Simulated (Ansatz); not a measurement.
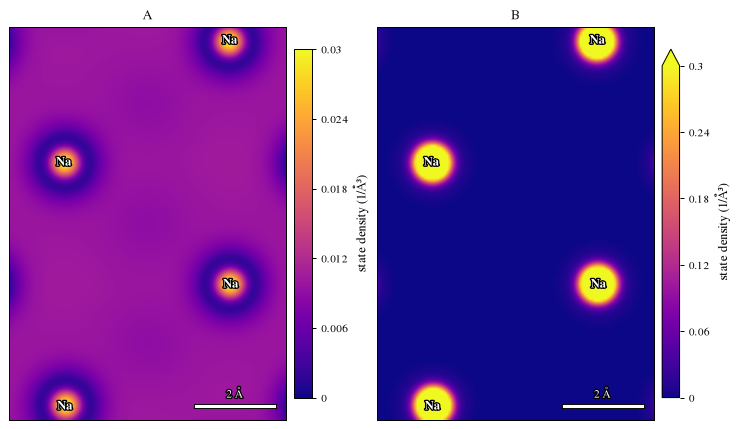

Na: densities of the states in two energy windows, on the (010) plane of the conventional cell.

Space group C2/m. This isn't the usual form at ambient conditions. The cell comes from a database of computed structures, not from a measurement.

All numbers below come from DFT PBE, scalar-relativistic, plane waves, PAW (Ansatz).

In a PAW calculation such maps are meaningful between the atoms, not at the nuclei.

### Match the panels to the energy ranges (zero at the Fermi level): −24.93 to −24.83 eV and −2.2 to −1.1 eV.

Panel A: −2.2 to −1.1 eV, the middle third of the occupied valence band, mainly Na 3s (over 95 %).
Panel B: −24.93 to −24.83 eV, a separate group of bands (semicore or deep states), mainly Na 2p (over 95 %).
The characters are Löwdin shares on a minimal set of atomic orbitals.

The run took 16 s on 1 thread of Arm Neoverse N1 (shared host), peak memory 0.44 GiB.
